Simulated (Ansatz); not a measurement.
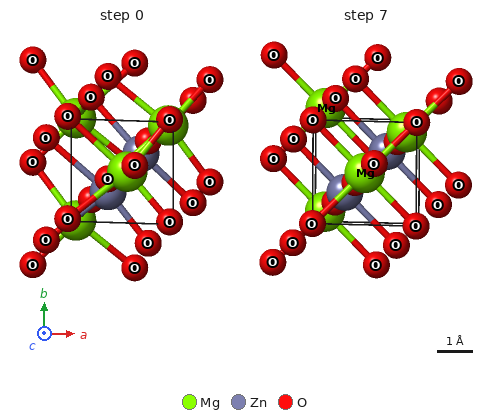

The structure of solid Mg$_{3}$Zn$_{2}$O$_{5}$ (a generated structure, set up in P1) (coarse preliminary run) before (left) and after (right) a relaxation, at one scale.

The picture is a ball-and-stick view of the cell of the calculation, reduced to other axes, seen along the c axis. Lengths and directions refer to the drawn axes.

Computed with Ansatz, DFT PBE, scalar-relativistic, plane waves, PAW.

Input file:
```yaml
crystal:
  lattice:
    - [0.0222999845, -2.9941009667, -0.0152372814]
    - [2.9809794432, -0.0222999845, 0.0163518372]
    - [-1.4437982399, 1.5620994231, 10.607071268]
  atoms:
    - { symbol: Mg, position: [0.8543630045, 0.9522718788, 0.8200700915] }
    - { symbol: Mg, position: [0.480846329, 0.5504269826, -0.0175201885] }
    - { symbol: Mg, position: [0.2046595151, 0.0474598928, 0.2138901525] }
    - { symbol: Zn, position: [0.7309095047, 0.6839943741, 0.4134246422] }
    - { symbol: Zn, position: [0.3086217168, 0.3621063871, 0.6086579424] }
    - { symbol: O, position: [0.797525084, 0.7558880121, 0.6061075332] }
    - { symbol: O, position: [0.3748554479, 0.3618002201, 0.8009473901] }
    - { symbol: O, position: [-0.0360961784, -0.0344515963, -0.0123433787] }
    - { symbol: O, position: [0.6174876724, 0.6236868516, 0.1816960304] }
    - { symbol: O, position: [0.1668279042, 0.1968169971, 0.385069785] }
basis:
  ecutwfc: 420
kpoints:
  mp_grid: { grid: [4, 4, 4] }
hamiltonian:
  xc: pbe
scf:
  occupations: { method: gaussian, width: 0.1 }
  lower_state_search: "off"
output:
  forces: true
  stress: true
  eigenvalues: true
relax:
  adjacent_minimum: "off"
  f_tol: 0.025
  max_steps: 60
  cell: { stress_tol: 0.25 }
```

Run as
```bash
ansatz run input.yaml --threads 4 --pin off --max-ram 8192MiB --backend cpu --events-out ev --progress --plain --runs-dir out
```

Question: Summarise the run.

Answer: The largest move relative to the cell is that of Mg3, 0.38 Å roughly along [2 3 −1]. Largest moves by element: Mg 0.38 Å, O 0.21 Å, Zn 0.20 Å. The volume changes by +4.1 %, with a 2.981 → 3.034 Å (+1.8 %), b 2.994 → 3.034 Å (+1.3 %), c 10.782 → 10.914 Å (+1.2 %), α 97.3° → 98.0°, β 97.2° → 98.0°, γ 90.9° → 90.0°. Among the contacts that change: Mg1–Mg2 2.636 → 3.025 Å, Mg3–O9 1.793 → 2.145 Å, Mg1–O8 1.789 → 2.132 Å, Mg1–Mg2 (another image) 2.691 → 3.025 Å. Among the angles between lasting bonds that change: Mg3–O9–Mg3 154.6° → 178.7°, O9–Mg3–O9 154.6° → 178.7°, O9–Mg3–O10 114.1° → 90.7°. The space group (tolerance 0.01 Å) goes from P1 (No. 1) to I4/mmm (No. 139). Over 5 accepted moves (7 points after the start) the energy falls by 251 meV per atom. The largest force component goes from 3.7 to 0.0039 eV/Å. Pressure: 19.63 GPa at the start and −0.04 GPa at the end. At 2 points the geometry stayed and the basis and grid were re-selected for the new cell (energy shift of 2.1 meV per atom at most each time).
